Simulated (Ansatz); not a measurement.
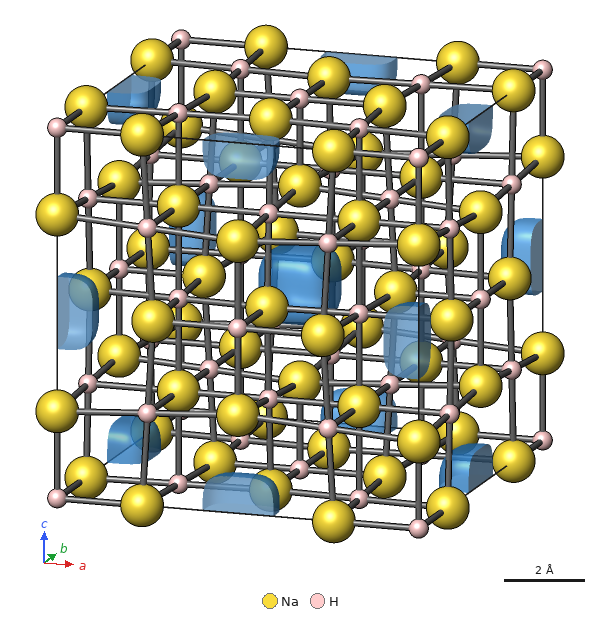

Crystal voids of Na8H7 (Fm-3m, No. 225): the blue surface encloses the regions where the procrystal electron density, the sum of the densities of spherically averaged neutral Hartree-Fock atoms, is below 0.005 e/bohr³ (1×1×1 cells, view slightly off an axis). No self-consistent density enters. Pale faces close the region where the drawn box cuts it. The usual level for crystal voids is 0.002 e/bohr³; this crystal has almost no region below it, so a higher level is used, which marks the interstitial space of lowest density.

Source of the atomic positions: coordinates from a relaxation in a fixed cell with Ansatz 0.2.0, DFT PBE, scalar-relativistic, plane waves, PAW.

```xyz
60
Lattice="9.6642 0.0000 0.0000 0.0000 9.6642 0.0000 0.0000 0.0000 9.6642" Properties=species:S:1:pos:R:3 pbc="T T T"
Na    0.0000    2.2670    0.0000
Na    7.3972    0.0000    0.0000
Na    0.0000    0.0000    2.2670
Na    2.4160    7.2481    7.2481
Na    2.4160    7.2481    2.4160
Na    0.0000    0.0000    7.3972
Na    2.2670    0.0000    0.0000
Na    0.0000    7.3972    0.0000
H     2.4160    7.2481    0.0000
H     2.4160    0.0000    7.2481
H     4.8321    7.2481    2.4160
H     0.0000    7.2481    2.4160
H     2.4160    0.0000    2.4160
H     0.0000    0.0000    0.0000
H     2.4160    7.2481    4.8321
Na    0.0000    7.0990    4.8321
Na    7.3972    4.8321    4.8321
Na    0.0000    4.8321    7.0990
Na    2.4160    2.4160    2.4160
Na    2.4160    2.4160    7.2481
Na    0.0000    4.8321    2.5651
Na    2.2670    4.8321    4.8321
Na    0.0000    2.5651    4.8321
H     2.4160    2.4160    4.8321
H     2.4160    4.8321    2.4160
H     4.8321    2.4160    7.2481
H     0.0000    2.4160    7.2481
H     2.4160    4.8321    7.2481
H     0.0000    4.8321    4.8321
H     2.4160    2.4160    0.0000
Na    4.8321    2.2670    4.8321
Na    2.5651    0.0000    4.8321
Na    4.8321    0.0000    7.0990
Na    7.2481    7.2481    2.4160
Na    7.2481    7.2481    7.2481
Na    4.8321    0.0000    2.5651
Na    7.0990    0.0000    4.8321
Na    4.8321    7.3972    4.8321
H     7.2481    7.2481    4.8321
H     7.2481    0.0000    2.4160
H     0.0000    7.2481    7.2481
H     4.8321    7.2481    7.2481
H     7.2481    0.0000    7.2481
H     4.8321    0.0000    4.8321
H     7.2481    7.2481    0.0000
Na    4.8321    7.0990    0.0000
Na    2.5651    4.8321    0.0000
Na    4.8321    4.8321    2.2670
Na    7.2481    2.4160    7.2481
Na    7.2481    2.4160    2.4160
Na    4.8321    4.8321    7.3972
Na    7.0990    4.8321    0.0000
Na    4.8321    2.5651    0.0000
H     7.2481    2.4160    0.0000
H     7.2481    4.8321    7.2481
H     0.0000    2.4160    2.4160
H     4.8321    2.4160    2.4160
H     7.2481    4.8321    2.4160
H     4.8321    4.8321    0.0000
H     7.2481    2.4160    4.8321
```

### What share of the cell is void by this measure?

The voids take about 2.6 % of the cell (24 Å³ of 902.6 Å³) and are bounded by about 64 Å² of surface per cell.

### Are the voids connected in the whole crystal?

They are isolated pockets that do not connect across cells.

### How low does the density fall, and where?

To about 0.0045 e/bohr³ near 0.00, 0.00, 0.50 (fractional), 2.6 Å from the nearest nucleus.

### At what density do the voids first join through the crystal?

At about 0.0067 e/bohr³, as a three-dimensional network.
